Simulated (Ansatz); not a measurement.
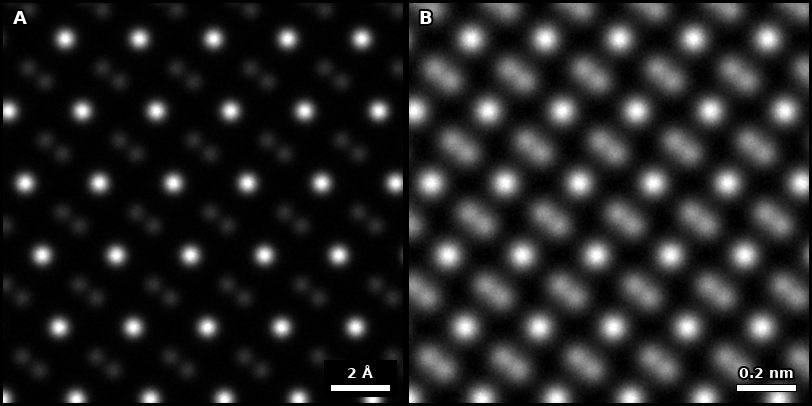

Two simulated images of the same area of MoS₂ (P-3m1, No. 164) along [211], with a probe of 0.50 Å. One is incoherent Z contrast (Z^1.8 per atom), the other the projected potential of neutral atoms blurred by the probe (iDPC-like, thin sample). Brightness is counted from the darkest point of the image. Shot noise was added. Model: coordinates from a relaxation with Ansatz, DFT, r2SCAN+rVV10, plane waves, PAW; the starting structure was generated, so it need not be a known form of this composition.

Q: Which panel is which, and how can one tell?

A is the Z-contrast image and B the potential image. The columns of 1 S per repeat reach about 18 % of the brightest peak (1 Mo) in A but about 56 % in B, mainly since the potential grows much more slowly with atomic number.
